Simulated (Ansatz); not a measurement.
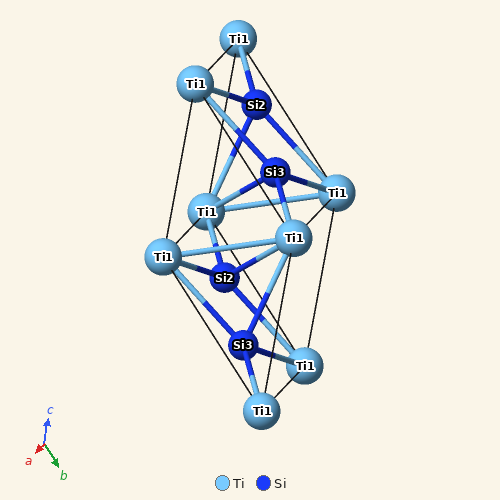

The system is TiSi2 (Immm, No. 71; 3 atoms in the cell); the picture shows the reference structure. The energy is mapped over a free internal coordinate and the cell. Coordinates scanned: (1) shift of Si2 along [0 0 1] of the conventional cell, Cartesian (0 0 1), its symmetry partners moved as symmetry demands (measured in the relaxed cell); (2) volume per atom at fixed shape. Nothing is relaxed (all other coordinates fixed). The scan uses a 5 × 5 grid. Points are written as (first, second). All energies are given in meV/atom relative to the lowest grid point. Level of theory: DFT PBEsol, scalar-relativistic, plane waves, PAW in Ansatz. Settings: cutoff 520 eV, k-mesh 18×18×18, gaussian smearing 0.15 eV, no spin polarisation.

Its coordinates:

```yaml
crystal:
  lattice:
    - [-1.46704, 1.69418, 4.16699]
    - [1.46704, -1.69418, 4.16699]
    - [1.46704, 1.69418, -4.16699]
  atoms:
    - { symbol: Ti, position: [0.00000, 0.00000, 0.00000] }
    - { symbol: Si, position: [0.33039, 0.33039, 0.00000] }
    - { symbol: Si, position: [0.66961, 0.66961, 0.00000] }
```

Range: shift of Si2 along [0 0 1] of the conventional cell, Cartesian (0 0 1), its symmetry partners moved as symmetry demands (measured in the relaxed cell) from −0.150 to 0.150 Å; volume per atom at fixed shape from 12.70 to 14.91 Å³.

What landscape does the calculation give?

The lowest grid point is at (0.000 Å, 13.81 Å³). It is the only kind of minimum in the scanned range. The highest grid point, (0.150 Å, 12.70 Å³), lies 151 meV/atom above the lowest. Round the minimum the two coordinates are nearly uncoupled.

```csv
"second ↓, first →",−0.150,−0.075,0.000,0.075,0.150
14.91,98,52,36,47,86
14.36,77,27,10,24,72
13.81,73,18,0,19,75
13.26,92,30,11,34,100
12.70,137,68,48,75,151
```

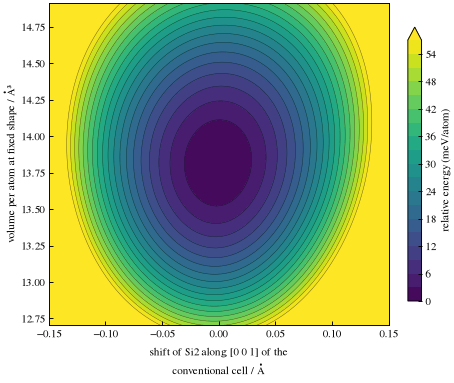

The picture shows filled contours, one colour for all values above the top of the scale. Between grid points the surface is interpolated.

The whole map (25 points run) took 16 min on 2 threads of Arm Neoverse N1 (shared host).

PAW datasets: the set soft_1.
